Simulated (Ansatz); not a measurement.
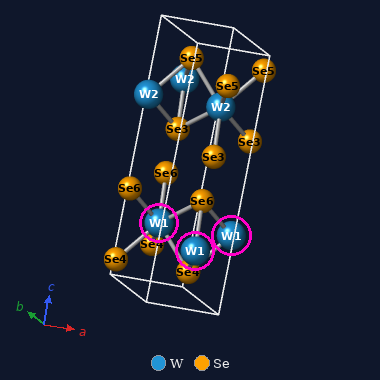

The system is WSe2 (P6_3/mmc, No. 194; 6 atoms in the cell); the picture shows the reference structure. 
- One atom moved over a plane, all else fixed (x along [1 0 0], y along [1 2 0], z along [0 0 1] of the conventional cell).
- The first coordinate is: shift of W1 along x; the second: shift of W1 along the Cartesian direction [1 2 0].
- Nothing is relaxed (all other atoms fixed).
- Grid: 7 × 7 points; 27 points were computed and 20 follow by symmetry. At 2 points there is no value.
- Points are written as (first, second).
- Energies are in eV per cell, from the lowest grid point.
- The band gap closes in part of the range.
- These are results of DFT LDA+D3(BJ), scalar-relativistic, plane waves, PAW (Ansatz), not measurements. Settings: cutoff 420 eV, k-mesh 12×12×4 in the order of the run's cell vectors, gaussian smearing 0.05 eV, no spin polarisation.

Its coordinates:

```
CELL_PARAMETERS angstrom
3.20767 0.00000 0.00000
-1.60383 2.77792 0.00000
0.00000 0.00000 12.22811
ATOMIC_POSITIONS crystal
W 0.33333 0.66667 0.25000
W 0.66667 0.33333 0.75000
Se 0.33333 0.66667 0.61319
Se 0.66667 0.33333 0.11319
Se 0.33333 0.66667 0.88681
Se 0.66667 0.33333 0.38681
```

The input of one point:

```yaml
crystal:
  lattice:
    - [3.207666071, 0.0, 0.0]
    - [-1.6038330355, 2.7779203043, 0.0]
    - [0.0, 0.0, 12.2281123096]
  atoms:
    - { symbol: W, position: [0.3333333333, 0.6666666667, 0.25] }
    - { symbol: W, position: [0.6666666667, 0.3333333333, 0.75] }
    - { symbol: Se, position: [0.3333333333, 0.6666666667, 0.6131927308] }
    - { symbol: Se, position: [0.6666666667, 0.3333333333, 0.1131927308] }
    - { symbol: Se, position: [0.3333333333, 0.6666666667, 0.8868072692] }
    - { symbol: Se, position: [0.6666666667, 0.3333333333, 0.3868072692] }
basis:
  ecutwfc: 420
kpoints:
  mp_grid: { grid: [12, 12, 4] }
hamiltonian:
  xc: lda
  pseudopotentials: { kind: paw, azcp: { folder: soft_1 } }
  dispersion: d3bj
scf:
  occupations: { method: gaussian, width: 0.05 }
output:
  forces: true
  stress: true
  eigenvalues: true
```

Range: shift of W1 along x from −0.820 to 0.820 Å; shift of W1 along the Cartesian direction [1 2 0] from −0.820 to 0.820 Å.

### What will the energy surface look like?

The lowest grid point is at (0.000 Å, 0.000 Å). It is the only kind of minimum in the scanned range. The highest grid point, (−0.820 Å, −0.820 Å), lies 11.9 eV above the lowest. Near the minimum the well is nearly round, with a curvature of about 20 eV/Å².

```
second ↓, first →  −0.820  −0.547  −0.273  0.000  0.273  0.547  0.820
            0.820     4.0     5.5     6.5    6.9    6.5    5.5    4.0
            0.547     3.6       –     3.3    3.1    3.3      –    3.6
            0.273     3.8     2.7     1.3    0.8    1.3    2.7    3.8
            0.000     4.8     2.6     0.7    0.0    0.7    2.6    4.8
           −0.273     7.2     3.8     1.5    0.7    1.5    3.8    7.2
           −0.547    10.1     5.5     3.0    2.3    3.0    5.5   10.1
           −0.820    11.9     6.8     4.2    3.5    4.2    6.8   11.9
```

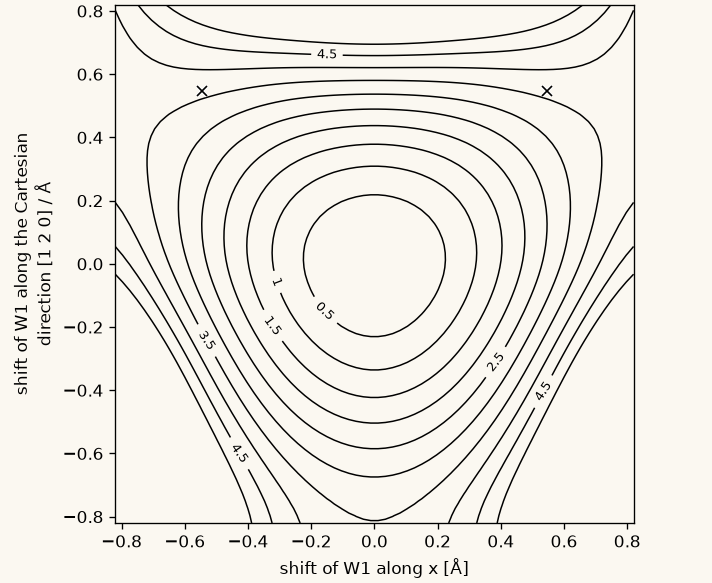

Drawn: contour lines labelled in eV (none above 5), crosses at grid points without a value. Between grid points the surface is interpolated.

Each point was launched as `ansatz run input.yaml --threads 2 --pin off --max-ram 4096MiB --backend cpu --events-out ev --progress --plain --runs-dir out`. The whole map (27 points run) took 59 min on 2 threads of Arm Neoverse N1, with other jobs on the host.
